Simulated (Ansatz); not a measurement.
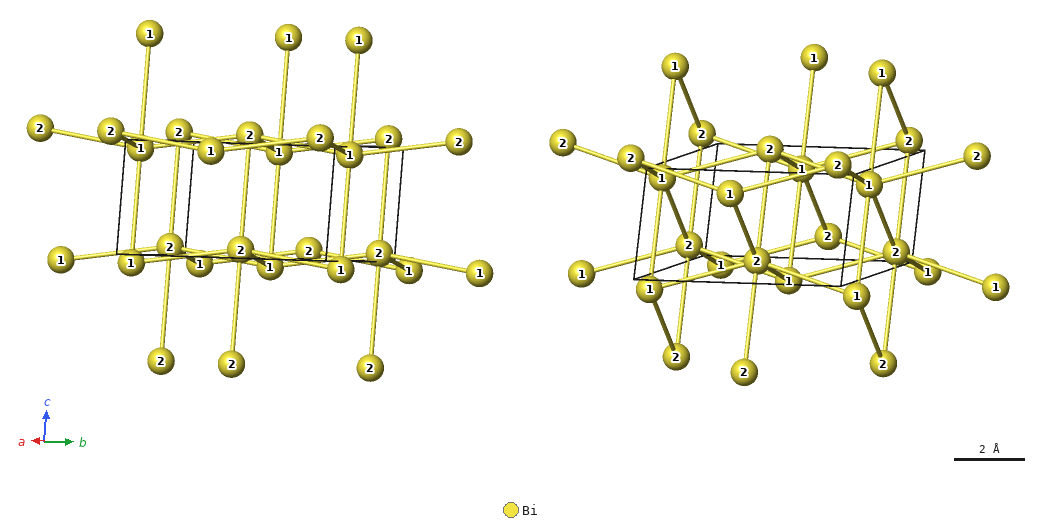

Two geometries of crystalline Bi (set up in C2/m), drawn at one scale. One is the start of a relaxation, the other its converged end. The picture is a ball-and-stick view of the conventional cell (2 times the calculation's cell), seen slightly off an axis. Lengths and directions refer to the drawn axes.

Computed with Kohn-Sham DFT of a periodic cell, r2SCAN, Ansatz PAW in Ansatz 0.2.0. Settings: plane-wave cutoff 500 eV; k-point mesh 6 × 6 × 9; occupations fermi-dirac; smearing width 0.05 eV; target pressure 0 GPa; no spin polarisation; cell and atoms relaxed; force threshold 0.01 eV/Å; at most 40 steps.

**Which one is relaxed?**

The left one is the relaxed one. The run lets cell and atoms move. The largest moves relative to the cell, 0.25 Å, are those of Bi1 and Bi2. Bi2 goes along [−1 0 −3]. The drawn cell changes as follows: a 6.977 → 6.741 Å (−3.4 %), b 6.265 → 6.333 Å (+1.1 %), c 3.359 → 3.361 Å (+0.1 %), β 112.0° → 99.4°; the volume changes by +4.0 %. Near-neighbour distances that change, for instance: Bi1–Bi2 3.446 → 4.289 Å, Bi1–Bi2 (another image) 3.212 → 3.013 Å, Bi1–Bi2 (another image) 3.281 → 3.227 Å. Bond angles that change, for instance: Bi2–Bi1–Bi2 145.4° → 157.7°, Bi1–Bi1–Bi2 107.3° → 99.6°, Bi1–Bi1–Bi2 72.7° → 80.4°. The space group stays C2/m (No. 12). The energy falls by 20.0 meV per atom in 11 accepted moves (13 points after the start). The largest force component goes from 0.12 to 0.00078 eV/Å. Pressure: −0.82 GPa at the start and −0.01 GPa at the end. The line search rejected the trial step at point 6 of the run. The SCF was repeated once at an unchanged geometry on a basis and grid sized afresh for the cell, which shifted the energy by 0.8 meV per atom at most.
